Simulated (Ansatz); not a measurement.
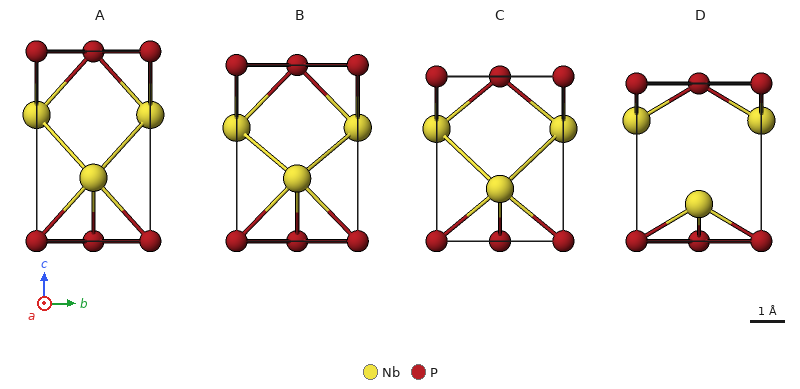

4 geometries from one relaxation of a crystal of NbP (built on the litharge_129 type) (coarse preliminary run), in shuffled order. Style: ball-and-stick. Shown: the cell of the calculation, along the a axis.

Case: litharge type (P4/nmm, No. 129).

Level of theory: Ansatz, DFT PBE, scalar-relativistic, plane waves, PAW. Set-up: plane-wave cutoff 420 eV; k-point mesh 6 × 6 × 4; occupations gaussian; smearing width 0.1 eV; no spin polarisation; cell and atoms relaxed; force threshold 0.04 eV/Å; at most 70 steps.

Question: Put them in the order of the run, from the start to the converged end.

Answer: D, C, B, A. They are steps 0, 2, 4, 11, at +1901 meV per atom, +378 meV per atom, +128 meV per atom relative to the last. The largest moves relative to the cell, 0.56 Å, are those of Nb atoms. P stays in place. The drawn cell changes at constant volume: a = b 3.735 → 3.404 Å (−8.9 %), c 4.719 → 5.679 Å (+20.3 %). Among the contacts that change: Nb–Nb 3.636 → 3.056 Å, Nb–P 2.172 → 2.549 Å, P–P 2.641 → 2.407 Å. Among the angles between lasting bonds that change: P–Nb–P 118.6° → 83.8°, P–Nb–P 74.9° → 56.3°. The space group stays P4/nmm (No. 129). The energy falls by 1901 meV per atom in 9 accepted moves (11 points after the start). The largest force component goes from 11 to 0.0013 eV/Å. Pressure: 64.81 GPa at the start and 0.00 GPa at the end. At 2 points the geometry stayed and the basis and grid were re-selected for the new cell (energy shift of 4.9 meV per atom at most each time).
